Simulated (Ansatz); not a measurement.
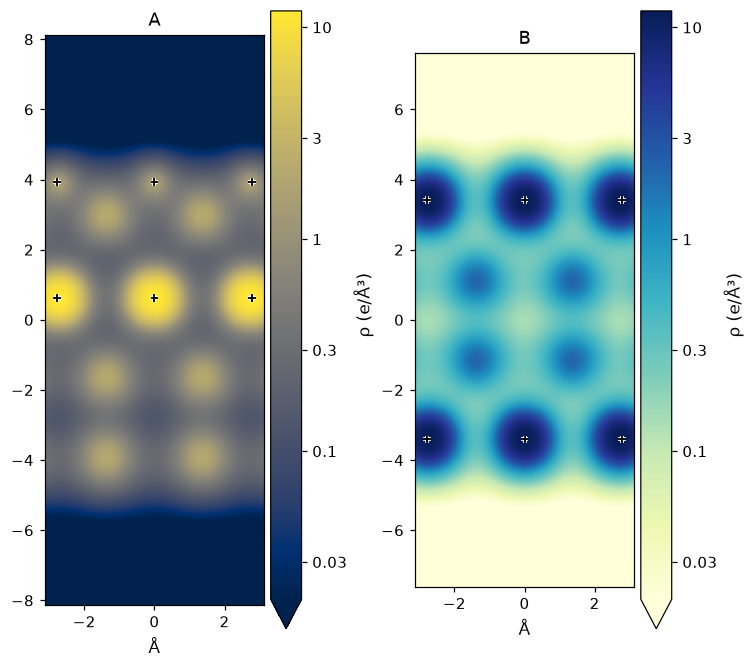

The valence pseudo-density of 2 systems, each on a plane through atoms (crosses mark nuclei in the plane).

Level of theory: Ansatz, DFT PBE+D3(BJ), scalar-relativistic, plane waves, PAW.

System 1: Pt (slab), the (11̄0) plane of the calculation cell, a cut from vacuum to vacuum. 

```cif
data_structure
_symmetry_space_group_name_H-M 'P 1'
_symmetry_Int_Tables_number 1
_cell_length_a 2.7779
_cell_length_b 2.7779
_cell_length_c 23.8045
_cell_angle_alpha 90.000
_cell_angle_beta 90.000
_cell_angle_gamma 120.000
_cell_volume 159.09
loop_
_atom_site_label
_atom_site_type_symbol
_atom_site_fract_x
_atom_site_fract_y
_atom_site_fract_z
_atom_site_occupancy
Pt1 Pt 0.66667 0.33333 0.35707 1
Pt2 Pt 0.33333 0.66667 0.45236 1
Pt3 Pt 0.00000 0.00000 0.54701 1
Pt4 Pt 0.66667 0.33333 0.64338 1
```

System 2: HPt4 (slab), the (11̄0) plane of the calculation cell, a cut from vacuum to vacuum. Computed without spin polarisation.

```
Pt H
1.0
     2.77794    0.00000    0.00000
    -1.38897    2.40577    0.00000
     0.00000    0.00000   25.80455
Pt H
4 1
Direct
  0.66667 0.33333 0.32940
  0.33333 0.66667 0.41730
  0.00000 0.00000 0.50566
  0.66667 0.33333 0.59792
  0.00000 0.00000 0.63387
```

> Match each panel to its system.

Panel A is system 2, HPt4: the plane holds Pt and H. Pt–Pt (2.78 Å): the density is about 0.37 e/Å³ at the midpoint. Panel B is system 1, Pt: the plane holds Pt. Pt–Pt (2.78 Å): the density is about 0.38 e/Å³ at the midpoint.
